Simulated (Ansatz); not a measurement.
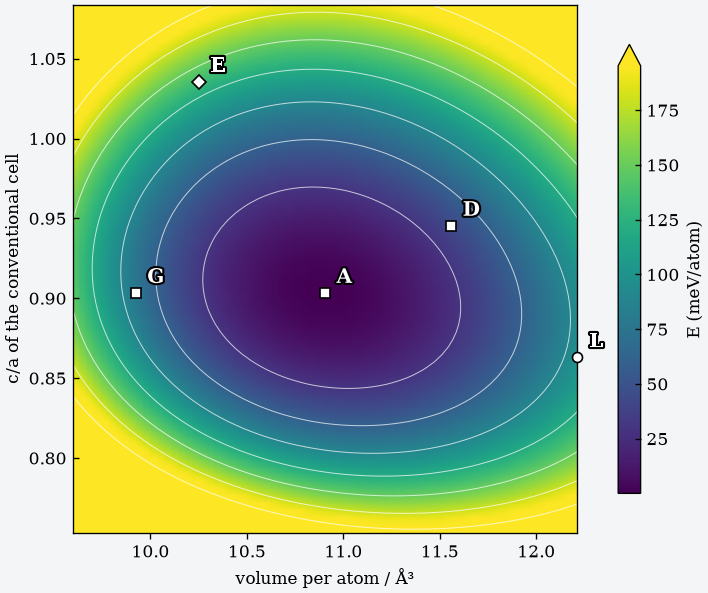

ZrSiO₄ (I4_1/amd, No. 141; 12 atoms in the cell). 
- The energy is mapped over volume and the cell's shape.
- First axis: volume per atom. Second axis: c/a of the conventional cell.
- Nothing is relaxed (fractional coordinates fixed).
- The grid has 9 × 9 points.
- Points are written as (first, second).
- Energies: meV/atom, counted from the lowest grid point.
- These are results of Ansatz, DFT PBEsol, scalar-relativistic, plane waves, PAW, not measurements. Settings: cutoff 520 eV, k-mesh 6×6×6, gaussian smearing 0.05 eV, no spin polarisation.

The picture shows a smooth colour map with a few white contour lines, one colour for all values above the top of the scale, lettered points. Between grid points the surface is interpolated.

**Is E the lowest point of the computed grid?**

No. E lies 135 meV/atom above the lowest grid point, which is at (10.904 Å³, 0.903).

**What kind of point is each of A, D, E, G: minimum, saddle, maximum or slope?**

A: minimum; D: on a slope; E: on a slope; G: on a slope. (In these two coordinates alone; a stationary point may lie a little off the grid point.)

**Rank the lettered points by energy, lowest first.**

A (0 meV/atom), D (43 meV/atom), G (78 meV/atom), L (98 meV/atom), E (135 meV/atom).

PAW datasets: the set soft_1.
